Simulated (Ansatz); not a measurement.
## Ge: one change and its effect

System: Ge (6 atoms in the cell).
Method of run 1: DFT r2SCAN, scalar-relativistic, plane waves, PAW, no spin polarisation (Ansatz 0.2.0).

The structure derives from an entry of the Crystallography Open Database. Text and figures count atoms from 1; the logs count them from 0 in places.

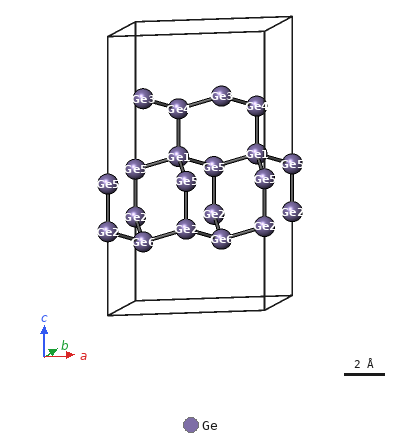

Fig. 1: The input geometry (ball-and-stick view of the 2 × 1 repeat of the cell, with the vacuum cut short, seen slightly off an axis; atoms are numbered from 1 in the order of the input). An atom can appear more than once, as a periodic image.

## Input, run 1
```yaml
crystal:
  lattice:
    - [2.8375026867, -2.8375026867, 0.0]
    - [2.8375026867, 0.0, -2.8375026867]
    - [8.2730815848, 8.2730815848, 8.2730815848]
  atoms:
    - { symbol: Ge, position: [0.6666666667, 0.6666666667, 0.3715389538] }
    - { symbol: Ge, position: [1.0, 0.0, 0.1428855267] }
    - { symbol: Ge, position: [0.3333333333, 0.3333333333, 0.600192381] }
    - { symbol: Ge, position: [0.6666666667, 0.6666666667, 0.5430290242] }
    - { symbol: Ge, position: [1.0, 0.0, 0.314375597] }
    - { symbol: Ge, position: [0.3333333333, 0.3333333333, 0.0857221699] }
basis:
  ecutwfc: 500
kpoints:
  mp_grid: { grid: [10, 10, 4] }
hamiltonian:
  xc: r2scan
scf:
  occupations: { method: gaussian, width: 0.03 }
output:
  forces: true
  stress: true
  eigenvalues: true
```

Command:
```bash
ansatz run input.yaml --threads 2 --pin off --max-ram 5120MiB --backend cpu --events-out ev --progress --plain --runs-dir out
```

Hardware: 2 threads of Arm Neoverse V1, 24 GiB of memory available, shared host.

## Output, shortened to warnings, some set-up lines, iterations and results (run 1)
```
Basis set: ecut = 500 eV, 5123 PW (Γ), exchange–correlation on 120×120×432 points (64 copies of the dense FFT grid, shifted against one another)
Symmetry: 12 space group operations
k-points: 50 of 400
Initial density: superposition of atomic densities (neutral atoms: chi_scale 0, normalization atom), corrected by the library's trained network
[...]
SCF iter   1: F=—  HF=-25815.282583 eV  |F-HF|=—  |Δ(HF+E_count)|=         —  Δρ=5.58e-3  dr2=5.47e-2  dr2_τ=1.06e-2  ethr=1.77e-3  ⟨swp⟩=6.3  Hψ=9271  notcnv=0  defer=14
SCF iter   2: F=—  HF=-25815.324146 eV  |F-HF|=—  |Δ(HF+E_count)|=   4.16e-2  Δρ=4.40e-3  dr2=3.43e-2  dr2_τ=4.17e-4  ethr=6.52e-5  ⟨swp⟩=3.0  Hψ=5595  notcnv=0  defer=180
SCF iter   3: F=—  HF=-25815.289317 eV  |F-HF|=—  |Δ(HF+E_count)|=   3.48e-2  Δρ=6.39e-4  dr2=2.05e-3  dr2_τ=1.05e-5  ethr=4.08e-5  ⟨swp⟩=2.2  Hψ=4758  notcnv=0  defer=180
SCF iter   4: F=—  HF=-25815.289469 eV  |F-HF|=—  |Δ(HF+E_count)|=   1.53e-4  Δρ=2.28e-4  dr2=5.18e-4  dr2_τ=3.88e-6  ethr=2.44e-6  ⟨swp⟩=2.6  Hψ=4024  notcnv=0  defer=180
SCF iter   5: F=—  HF=-25815.289388 eV  |F-HF|=—  |Δ(HF+E_count)|=   8.17e-5  Δρ=9.15e-5  dr2=7.12e-5  dr2_τ=1.33e-7  ethr=6.16e-7  ⟨swp⟩=3.0  Hψ=4490  notcnv=0  defer=180
SCF iter   6: F=—  HF=-25815.289470 eV  |F-HF|=—  |Δ(HF+E_count)|=   8.25e-5  Δρ=3.68e-5  dr2=8.87e-6  dr2_τ=2.95e-8  ethr=8.48e-8  ⟨swp⟩=2.1  Hψ=2915  notcnv=0  defer=180
SCF iter   7: F=—  HF=-25815.289468 eV  |F-HF|=—  |Δ(HF+E_count)|=   1.73e-6  Δρ=1.85e-5  dr2=1.18e-6  dr2_τ=9.42e-9  ethr=1.06e-8  ⟨swp⟩=2.0  Hψ=4090  notcnv=0  defer=180
SCF iter   8: F=—  HF=-25815.289468 eV  |F-HF|=—  |Δ(HF+E_count)|=   1.19e-7  Δρ=6.79e-6  dr2=1.34e-7  dr2_τ=1.91e-9  ethr=1.41e-9  ⟨swp⟩=2.0  Hψ=4228  notcnv=0  defer=180
SCF iter   9: F=-25815.289468 eV  HF=-25815.289468 eV  |F-HF|=1.46e-9  |Δ(HF+E_count)|=   9.95e-8  Δρ=2.04e-6  dr2=1.81e-8  dr2_τ=1.62e-10  ethr=1.19e-10  ⟨swp⟩=11.6  …
SCF 1 converged in 9 iterations: F = -25815.289468 eV  dr2 = 1.81e-8
SCF converged after 9 iterations
Free energy (F): -25815.289468 eV
Harris-Foulkes:  -25815.289468 eV  (|F-HF|=1.46e-9)
Internal energy: -25815.287438 eV  (E = F + TS)
E sigma→0 (E₀):  -25815.288453 eV
Entropy (-TS):   -0.002031 eV (-0.338 meV/atom)
Fermi energy:    3.858396 eV
--- Per-component energies (eV) ---
  E_band       = -1294.727561
  E_kinetic    = 662.653765
  E_local      = -27359.339730  (includes V_loc(G=0)·N_el)
  E_nonlocal   = 2514.515043
  E_hartree    = 12605.818064
  E_xc         = -412.447141
  E_vxc        = -405.127171  (∫ρ·V_xc dr)
  E_paw        = -12198.647772  (= ΣΔE_a)
  E_vpaw       = -1942.561502  (= ΣTr[D̂ρ^β])
  E_aug_tail   = 0.000098  (compensation charges beyond the density's cutoff)
  E_vtau       = 23.497105  (kinetic-family band-sum trace: ∫τ·v_τ [+ j·A + Jᵃ·Aᵃ] dr)
  E_ewald      = -1621.325170
  E_core_change = -6.514595  (= ΣΔE_core)
  E_smearing   = -0.002031  (= −TS)
  E_closure    = 0.000000  (closes the sum)
  Σ components = -25815.289468   (vs F -25815.289468, Δ=0.00e0)
--- Forces (eV/Å), atoms counted from 1 ---
  atom   1  Ge    -0.22764310    -0.22764310    -0.22764310
  atom   2  Ge    -0.34051350    -0.34051350    -0.34051350
  atom   3  Ge    -0.09697338    -0.09697338    -0.09697338
  atom   4  Ge     0.34051350     0.34051350     0.34051350
  atom   5  Ge     0.22764310     0.22764310     0.22764310
  atom   6  Ge     0.09697338     0.09697338     0.09697338
  max |Σ_I F_I| component: 1.39e-16 eV/Å
--- Stress (GPa, compression-positive) ---
        0.183982       0.619405       0.619405
        0.619405       0.183982       0.619405
        0.619405       0.619405       0.183982
  P = ⅓ Tr σ = 0.1840 GPa (1.840 kbar)
```

The input of run 2 differs as follows (lines with − go, lines with + come):
```diff
-  mp_grid: { grid: [10, 10, 4] }
+  mp_grid: { grid: [3, 3, 1] }
```

What does this change do to the results?

The free energy of run 2 is 137.5 meV per atom higher, which measures how much it depends on this numerical setting. The pressure goes from 0.18 to 0.82 GPa. The largest force goes from 0.590 to 0.136 eV/Å. The SCF takes 12 iterations against 9. The irreducible k-points go from 50 to 3. On the same kind of shared host run 2 took about 0.17 times as long.

## Output, shortened to warnings, some set-up lines, iterations and results (run 2)
```
Basis set: ecut = 500 eV, 5123 PW (Γ), exchange–correlation on 120×120×432 points (64 copies of the dense FFT grid, shifted against one another)
Symmetry: 12 space group operations
k-points: 3 of 9
Initial density: superposition of atomic densities (neutral atoms: chi_scale 0, normalization atom), corrected by the library's trained network
[...]
SCF iter   1: F=—  HF=-25814.437035 eV  |F-HF|=—  |Δ(HF+E_count)|=         —  Δρ=5.88e-3  dr2=4.55e-2  dr2_τ=1.19e-2  ethr=1.77e-3  ⟨swp⟩=6.0  Hψ=546  notcnv=0  defer=1
SCF iter   2: F=—  HF=-25814.492131 eV  |F-HF|=—  |Δ(HF+E_count)|=   5.51e-2  Δρ=3.93e-3  dr2=1.99e-2  dr2_τ=2.61e-4  ethr=5.42e-5  ⟨swp⟩=3.0  Hψ=330  notcnv=0  defer=12
SCF iter   3: F=—  HF=-25814.463863 eV  |F-HF|=—  |Δ(HF+E_count)|=   2.83e-2  Δρ=8.83e-4  dr2=2.23e-3  dr2_τ=1.55e-5  ethr=2.37e-5  ⟨swp⟩=2.0  Hψ=282  notcnv=0  defer=3
SCF iter   4: F=—  HF=-25814.464211 eV  |F-HF|=—  |Δ(HF+E_count)|=   3.48e-4  Δρ=3.43e-4  dr2=9.95e-4  dr2_τ=2.40e-6  ethr=2.66e-6  ⟨swp⟩=6.0  Hψ=423  notcnv=0  defer=12
SCF iter   5: F=—  HF=-25814.464248 eV  |F-HF|=—  |Δ(HF+E_count)|=   3.62e-5  Δρ=1.75e-4  dr2=3.60e-4  dr2_τ=2.29e-7  ethr=1.18e-6  ⟨swp⟩=1.3  Hψ=178  notcnv=0  defer=12
SCF iter   6: F=—  HF=-25814.464272 eV  |F-HF|=—  |Δ(HF+E_count)|=   2.41e-5  Δρ=1.37e-4  dr2=1.61e-4  dr2_τ=2.83e-7  ethr=4.28e-7  ⟨swp⟩=2.0  Hψ=169  notcnv=0  defer=12
SCF iter   7: F=—  HF=-25814.464251 eV  |F-HF|=—  |Δ(HF+E_count)|=   2.03e-5  Δρ=6.58e-5  dr2=5.50e-5  dr2_τ=7.63e-8  ethr=1.92e-7  ⟨swp⟩=2.7  Hψ=226  notcnv=0  defer=12
SCF iter   8: F=—  HF=-25814.464346 eV  |F-HF|=—  |Δ(HF+E_count)|=   9.50e-5  Δρ=2.92e-5  dr2=8.51e-6  dr2_τ=1.71e-8  ethr=6.55e-8  ⟨swp⟩=3.0  Hψ=244  notcnv=0  defer=12
SCF iter   9: F=—  HF=-25814.464346 eV  |F-HF|=—  |Δ(HF+E_count)|=   1.29e-7  Δρ=1.35e-5  dr2=9.01e-7  dr2_τ=5.30e-9  ethr=1.01e-8  ⟨swp⟩=2.0  Hψ=160  notcnv=0  defer=12
SCF iter  10: F=—  HF=-25814.464347 eV  |F-HF|=—  |Δ(HF+E_count)|=   5.00e-7  Δρ=1.01e-5  dr2=3.57e-7  dr2_τ=2.18e-9  ethr=1.07e-9  ⟨swp⟩=2.7  Hψ=253  notcnv=0  defer=12
SCF iter  11: F=—  HF=-25814.464347 eV  |F-HF|=—  |Δ(HF+E_count)|=   4.59e-8  Δρ=6.04e-6  dr2=1.79e-7  dr2_τ=4.69e-10  ethr=4.24e-10  ⟨swp⟩=3.0  Hψ=269  notcnv=0  defer=12
SCF iter  12: F=-25814.464347 eV  HF=-25814.464347 eV  |F-HF|=4.10e-8  |Δ(HF+E_count)|=   9.60e-9  Δρ=3.84e-6  dr2=6.48e-8  dr2_τ=1.75e-10  ethr=1.19e-10  ⟨swp⟩=10.3  Hψ=652  …
SCF 1 converged in 12 iterations: F = -25814.464347 eV  dr2 = 6.48e-8
SCF converged after 12 iterations
Free energy (F): -25814.464347 eV
Harris-Foulkes:  -25814.464347 eV  (|F-HF|=4.10e-8)
Internal energy: -25814.457826 eV  (E = F + TS)
E sigma→0 (E₀):  -25814.461087 eV
Entropy (-TS):   -0.006521 eV (-1.087 meV/atom)
Fermi energy:    4.068380 eV
--- Per-component energies (eV) ---
  E_band       = -1287.119901
  E_kinetic    = 664.517280
  E_local      = -27368.131828  (includes V_loc(G=0)·N_el)
  E_nonlocal   = 2515.862343
  E_hartree    = 12613.976381
  E_xc         = -412.714186
  E_vxc        = -405.370509  (∫ρ·V_xc dr)
  E_paw        = -12200.128149  (= ΣΔE_a)
  E_vpaw       = -1945.354654  (= ΣTr[D̂ρ^β])
  E_aug_tail   = 0.000098  (compensation charges beyond the density's cutoff)
  E_vtau       = 23.419948  (kinetic-family band-sum trace: ∫τ·v_τ [+ j·A + Jᵃ·Aᵃ] dr)
  E_ewald      = -1621.325170
  E_core_change = -6.514595  (= ΣΔE_core)
  E_smearing   = -0.006521  (= −TS)
  E_closure    = 0.000000  (closes the sum)
  Σ components = -25814.464347   (vs F -25814.464347, Δ=0.00e0)
--- Forces (eV/Å), atoms counted from 1 ---
  atom   1  Ge     0.07826115     0.07826115     0.07826115
  atom   2  Ge     0.00077882     0.00077882     0.00077882
  atom   3  Ge    -0.02254585    -0.02254585    -0.02254585
  atom   4  Ge    -0.00077882    -0.00077882    -0.00077882
  atom   5  Ge    -0.07826115    -0.07826115    -0.07826115
  atom   6  Ge     0.02254585     0.02254585     0.02254585
  max |Σ_I F_I| component: 2.78e-17 eV/Å
--- Stress (GPa, compression-positive) ---
        0.817543      -0.491361      -0.491361
       -0.491361       0.817543      -0.491361
       -0.491361      -0.491361       0.817543
  P = ⅓ Tr σ = 0.8175 GPa (8.175 kbar)
```

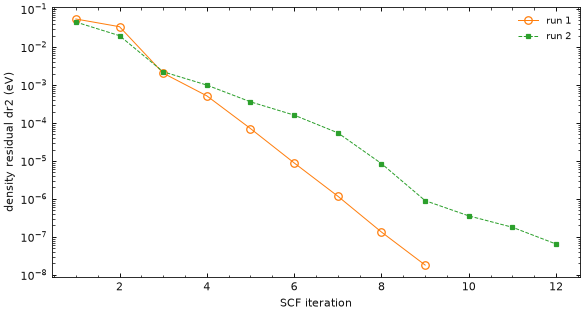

Fig. 2: Convergence of the two runs: density residual dr2 against the SCF iteration. Run 1 takes 9 iterations in all, and run 2 takes 12.

## The two runs side by side

| quantity | run 1 | run 2 |
| --- | --- | --- |
| outcome | converged | converged |
| free energy per atom (eV) | −4302.5482 | −4302.4107 |
| energy per atom, smearing taken to zero (eV) | −4302.5481 | −4302.4102 |
| gap on the mesh (eV) | 0.00 | 0.00 |
| pressure (GPa) | 0.18 | 0.82 |
| largest force (eV/Å) | 0.590 | 0.136 |
| SCF iterations | 9 | 12 |
| irreducible k-points | 50 | 3 |
| plane waves at Γ | 5123 | 5123 |
| wall time (shared host) | 36 s | 6 s |

For run 2: These settings are looser than, or depart from, a standard set-up, so the numbers are not reference values for this system.
